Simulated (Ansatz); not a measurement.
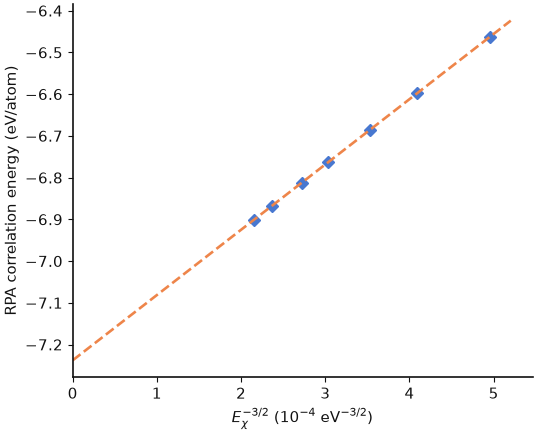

RPA correlation energy at response cutoffs from 160 to 278 eV.
System: C (Fd-3m, 2 atoms in the cell).
Method: RPA correlation and exact exchange on PBE orbitals, norm-conserving pseudopotentials in Ansatz; cutoff 1116 eV, 73 empty bands, 4×4×4 k-mesh.

Question: What is the value at infinite cutoff, and how much is still missing at the largest one?

Answer: About −7.24 eV per atom by a fit through all points (−7.24 from the last two alone), at the number of bands used. The largest cutoff gives −6.90, so about 340 meV per atom (4.7 %) is still missing. The error falls as the cutoff to the power −3/2, which is why the points lie on a line here.
